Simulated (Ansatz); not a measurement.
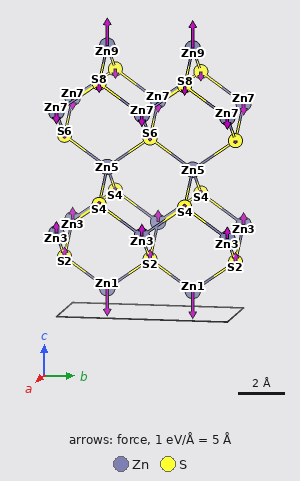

Starting geometry of a slab of composition Zn5S4 (cut from the F-43m phase) with the computed forces as purple arrows. A ball-and-stick model of the 1 × 2 repeat of the cell, outlined in the plane, without the vacuum, seen slightly off an axis.

Case: (1 0 0) slab, atoms relaxed. The slab is the (1 0 0) face of ZnS.

Level of theory: DFT PBEsol, scalar-relativistic, plane waves, PAW in Ansatz 0.2.0. Settings: plane-wave cutoff 420 eV; k-point mesh 7 × 7 × 1; occupations gaussian; smearing width 0.05 eV; no spin polarisation; dipole correction; atoms relaxed in a fixed cell; force threshold 0.02 eV/Å; at most 60 steps.

What follows when this structure is relaxed?

It isn't relaxed: the largest force vector, on Zn atoms, is 0.25 eV/Å. The final displacements follow the starting forces only in part (cosine between the two patterns 0.67). After 2 accepted moves (3 points after the start) the energy has fallen by 16.3 meV per cell of the calculation. The largest force component goes from 0.25 to 0.0053 eV/Å. 1 step only repeated the SCF at the same geometry. The largest moves relative to the layer's centre, 0.078 Å, are those of Zn1 and Zn9. Zn9 goes along the normal (+c). Largest moves by element: Zn 0.078 Å, S 0.029 Å. The cell doesn't change. Among the contacts that change: S8–Zn9 2.319 → 2.348 Å, S2–Zn3 2.319 → 2.334 Å.
